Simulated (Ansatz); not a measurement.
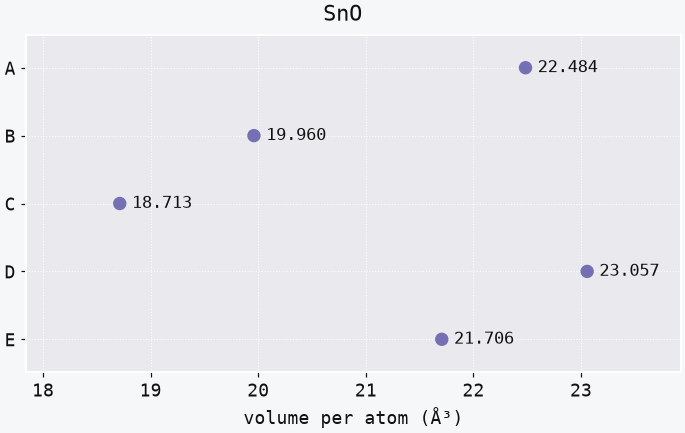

The figure shows the volume per atom by functional for SnO. The labels are replaced by letters. In alphabetical order the cases are: HSE06; LDA; PBE; PBEsol; r2SCAN.

How it was computed, with Ansatz 0.2.0: relaxed lattice of one prototype by several density functionals, zero stress, symmetry kept, spin-unpolarised plane waves.

prototype wurtzite; atoms in cell 4; periodic directions 3.

> Which letter stands for which functional?

A: PBE (22.5 Å³); B: PBEsol (20.0 Å³); C: LDA (18.7 Å³); D: HSE06 (23.1 Å³); E: r2SCAN (21.7 Å³).
